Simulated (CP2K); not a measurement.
## Run report: WSe$_{2}$, single-point calculation

The run: single-point calculation of WSe$_{2}$ (6 atoms in the cell). Method and program: DFT, PBE, Gaussian and plane waves, basis DZVP-MOLOPT-SR-GTH, GTH potentials (CP2K 2026.2).

The structure derives from a Materials Project entry. The geometry comes from this level: r2scan-rvv10 (a point of a series of volumes). It belongs to a series of runs on one base structure; here: volume +6%.

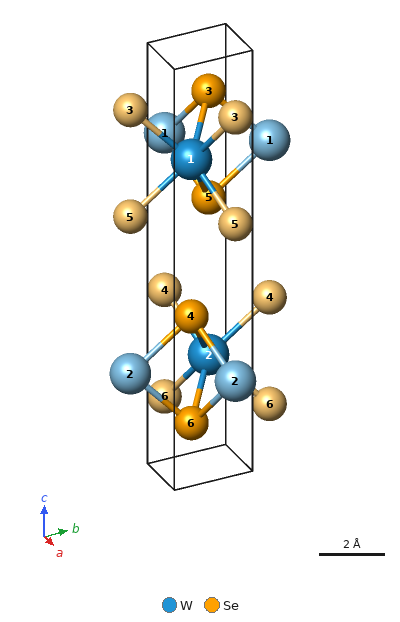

Figure 1. The input geometry (ball-and-stick view of the cell of the calculation, seen slightly off an axis; neighbours outside the cell are drawn fainter; atoms are numbered from 1 in the order of the input). An atom can appear more than once, as a periodic image.

### Input file
```
&GLOBAL
 PROJECT run
 RUN_TYPE ENERGY_FORCE
 PRINT_LEVEL LOW
&END GLOBAL
&FORCE_EVAL
 METHOD QS
 STRESS_TENSOR ANALYTICAL
 &DFT
  BASIS_SET_FILE_NAME BASIS_MOLOPT
  POTENTIAL_FILE_NAME GTH_POTENTIALS
  &QS
   EXTRAPOLATION USE_GUESS
  &END QS
  &MGRID
   CUTOFF 350
   REL_CUTOFF 50
  &END MGRID
  &XC
   &XC_FUNCTIONAL PBE
   &END XC_FUNCTIONAL
  &END XC
  &KPOINTS
   SCHEME MONKHORST-PACK 5 5 3
   SYMMETRY F
   FULL_GRID F
  &END KPOINTS
  &SCF
   ADDED_MOS 12
   EPS_SCF 1e-6
   MAX_SCF 80
   &DIAGONALIZATION
   &END DIAGONALIZATION
   &MIXING
    METHOD BROYDEN_MIXING
    ALPHA 0.3
   &END MIXING
   &SMEAR
    METHOD FERMI_DIRAC
    ELECTRONIC_TEMPERATURE [K] 232
   &END SMEAR
   &PRINT
    &ITERATION_INFO
    &END ITERATION_INFO
   &END PRINT
  &END SCF
 &END DFT
 &SUBSYS
  &CELL
   A 3.36438416 0.00000000 0.00000000
   B -1.68219208 2.91364215 0.00000000
   C 0.00000000 0.00000000 13.40641449
  &END CELL
  &COORD
   SCALED
   W 0.66666667 0.33333333 0.75000000
   W 0.33333333 0.66666667 0.25000000
   Se 0.33333333 0.66666667 0.87666154
   Se 0.66666667 0.33333333 0.37666154
   Se 0.33333333 0.66666667 0.62333846
   Se 0.66666667 0.33333333 0.12333846
  &END COORD
  &KIND W
   BASIS_SET DZVP-MOLOPT-SR-GTH
   POTENTIAL GTH-PBE
  &END KIND
  &KIND Se
   BASIS_SET DZVP-MOLOPT-SR-GTH
   POTENTIAL GTH-PBE
  &END KIND
 &END SUBSYS
 &PRINT
  &STRESS_TENSOR
  &END STRESS_TENSOR
  &FORCES
  &END FORCES
 &END PRINT
&END FORCE_EVAL
```

Run on 2 threads of Arm Neoverse V1, 24 GiB of memory available, shared host.

Launched with:
```bash
cp2k.psmp -i run.inp
```

### Log
```
atzczv

 CP2K| version string:                                       CP2K version 2026.2
 CP2K|            -lib tblite libvori libbqb
 CP2K| Input file name                                                   run.inp

 GLOBAL| Force Environment number                                              1
 GLOBAL| Cholesky decomposition library                                ScaLAPACK
 GLOBAL| Direct generalized diagonalization requested                          F
 GLOBAL| Matrix multiplication library                                 ScaLAPACK

 GENERATE|  Preliminary Number of Bonds generated:                             0
 GENERATE|  Achieved consistency in connectivity generation.

 *******************************************************************************
 *******************************************************************************
 **                                                                           **
 **     #####                         ##              ##                      **
 **    ##   ##            ##          ##              ##                      **
 **   ##     ##                       ##            ######                    **
 **   ##     ##  ##   ##  ##   #####  ##  ##   ####   ##    #####    #####    **
 **   ##     ##  ##   ##  ##  ##      ## ##   ##      ##   ##   ##  ##   ##   **
 **   ##  ## ##  ##   ##  ##  ##      ####     ###    ##   ######   ######    **
 **    ##  ###   ##   ##  ##  ##      ## ##      ##   ##   ##       ##        **
 **     #######   #####   ##   #####  ##  ##  ####    ##    #####   ##        **
 **           ##                                                    ##        **
 **                                                                           **
 **                                                ... make the atoms dance   **
 **                                                                           **
 **                      J. Chem. Phys. 152, 194103 (2020)                    **
 **                                                                           **
 *******************************************************************************

 TOTAL NUMBERS AND MAXIMUM NUMBERS

  Total number of            - Atomic kinds:                                   2
                             - Atoms:                                          6
                             - Shell sets:                                     6
                             - Shells:                                        36
                             - Primitive Cartesian functions:                 28
                             - Cartesian basis functions:                    118
                             - Spherical basis functions:                    104

  Maximum angular momentum of- Orbital basis functions:                        3
                             - Local part of the GTH pseudopotential:          2
                             - Non-local part of the GTH pseudopotential:      4

 SCF PARAMETERS         Density guess:                                    ATOMIC
                        --------------------------------------------------------
                        max_scf:                                              80
                        max_scf_history:                                       0
                        max_diis:                                              4
                        --------------------------------------------------------
                        eps_scf:                                        1.00E-06
                        eps_scf_history:                                0.00E+00
                        eps_diis:                                       1.00E-01
                        eps_eigval:                                     1.00E-05
                        --------------------------------------------------------
                        level_shift [a.u.]:                             0.000000
                        added MOs                                        12    0
                        --------------------------------------------------------
                        Mixing method:                            BROYDEN_MIXING
                                                charge density mixing in g-space
                        --------------------------------------------------------
                        Smear method:                                FERMI_DIRAC
                        Electronic temperature [K]:                        232.0
                        Electronic temperature [a.u.]:                  7.35E-04
                        Accuracy threshold:                             1.00E-10
                        --------------------------------------------------------
                        No outer SCF

 Extrapolation method: initial_guess

 Number of electrons:                                                         52
 Number of occupied orbitals:                                                 26
 Number of molecular orbitals:                                                38

 Number of orbital functions:                                                104
 Number of independent orbital functions:                                    104

 SCF WAVEFUNCTION OPTIMIZATION

  ------------------------------------------------------------------------------
     1 NoMix/Diag. 0.30E+00    0.9     1.54800739      -175.0983904494 -1.75E+02
     2 Broy./Diag. 0.30E+00    1.3     0.07660558      -175.3292118537 -2.31E-01
     3 Broy./Diag. 0.30E+00    1.3     0.01851636      -174.4960923438  8.33E-01
     4 Broy./Diag. 0.30E+00    1.3     0.01485295      -174.3753741447  1.21E-01
     5 Broy./Diag. 0.30E+00    1.3     0.00262637      -174.2979676115  7.74E-02
     6 Broy./Diag. 0.30E+00    1.3     0.00067487      -174.3279333237 -3.00E-02
     7 Broy./Diag. 0.30E+00    1.3     0.00034828      -174.3282908613 -3.58E-04
     8 Broy./Diag. 0.30E+00    1.3     0.00011304      -174.3312406540 -2.95E-03
     9 Broy./Diag. 0.30E+00    1.3     0.00004056      -174.3315221386 -2.81E-04
    10 Broy./Diag. 0.30E+00    1.3     0.00001039      -174.3315199494  2.19E-06
    11 Broy./Diag. 0.30E+00    1.3     0.00000901      -174.3313860074  1.34E-04
    12 Broy./Diag. 0.30E+00    1.3     0.00000112      -174.3313508511  3.52E-05
    13 Broy./Diag. 0.30E+00    1.3     0.00000076      -174.3313485332  2.32E-06

  *** SCF run converged in    13 steps ***

  Electronic density on regular grids:        -52.0000000000        0.0000000000
  Core density on regular grids:               51.9999999930       -0.0000000070
  Total charge density on r-space grids:       -0.0000000070
  Total charge density g-space grids:          -0.0000000070

  Overlap energy of the core charge distribution:               0.00000001082839
  Self energy of the core charge distribution:               -284.43021706525235
  Core Hamiltonian energy:                                     61.95215777595445
  Hartree energy:                                              71.83635609132905
  Exchange-correlation energy:                                -23.68964534606367
  Electronic entropic energy:                                  -0.00000000000004
  Fermi energy:                                                 0.27914231770789

  Total energy:                                              -174.33134853320419
  Total energy (extrapolated to T->0):                       -174.33134853320416

 ENERGY| Total FORCE_EVAL ( QS ) energy [hartree]           -174.331347537549249

 FORCES| Atomic forces [hartree/bohr]
 FORCES|   Atom     x               y               z               |f|
 FORCES|      1 -1.68697658E-08  9.23674389E-08 -4.52307061E-08   1.04221637E-07
 FORCES|      2  1.68700718E-08 -9.64883445E-08 -4.32207915E-08   1.07063704E-07
 FORCES|      3  7.81547588E-09  1.19893031E-07 -1.15029725E-02   1.15029725E-02
 FORCES|      4 -7.81547399E-09 -1.14371991E-07 -1.15029757E-02   1.15029757E-02
 FORCES|      5  7.81551018E-09  1.28529681E-07  1.15030149E-02   1.15030149E-02
 FORCES|      6 -7.81550057E-09 -1.29936658E-07  1.15030216E-02   1.15030216E-02
 FORCES| Sum     3.17491677E-13 -6.84182422E-12 -9.47932496E-11
 FORCES| Total atomic force                                       9.50403679E-11

 STRESS| Analytical stress tensor [bar]
 STRESS|                        x                   y                   z
 STRESS|      x       -3.55091899728E+04   1.01774699612E-02  -3.28374777825E-09
 STRESS|      y        1.01774699612E-02  -3.55086179942E+04   8.53820674677E-03
 STRESS|      z       -3.28374777825E-09   8.53820674677E-03  -3.44654420508E+04
 STRESS| 1/3 Trace                                            -3.51610833393E+04
 STRESS| Determinant                                          -4.34568645349E+13

 STRESS| Eigenvectors and eigenvalues of the analytical stress tensor [bar]
 STRESS|                        1                   2                   3
 STRESS| Eigenvalues  -3.55091901538E+04  -3.55086178133E+04  -3.44654420508E+04
 STRESS|      x           0.999841834326      0.017785003011      0.000000000077
 STRESS|      y          -0.017785003010      0.999841834292      0.000008184819
 STRESS|      z           0.000000145490     -0.000008183526      0.999999999967
```

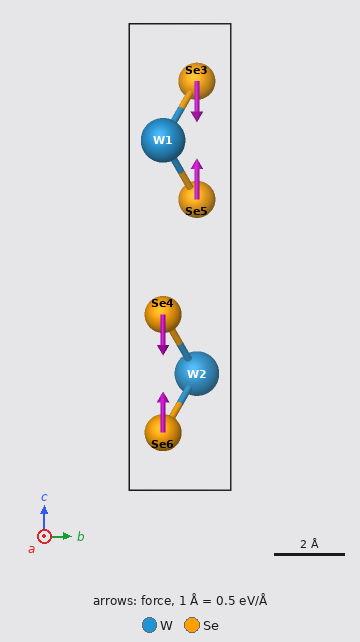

Figure 2. Forces on the atoms as pink arrows (ball-and-stick view of the cell of the calculation, along the a axis; atoms are numbered from 1 in the order of the input). The largest act on all 4 Se atoms (0.59 eV/Å). The geometry is not a stationary point of this energy.

### Key numbers

| quantity | value |
| --- | --- |
| outcome | converged |
| space group (tolerance 0.01 Å) | P6₃/mmc (194) |
| free energy | −4743.7976 eV |
| pressure | −3.52 GPa |
| largest force (length of the vector) | 0.592 eV/Å |
| wall time | 20 s (CPU time 36 s) |
| peak memory | 0.39 GiB |

### Remarks

Spin–orbit coupling is left out, which matters for W.
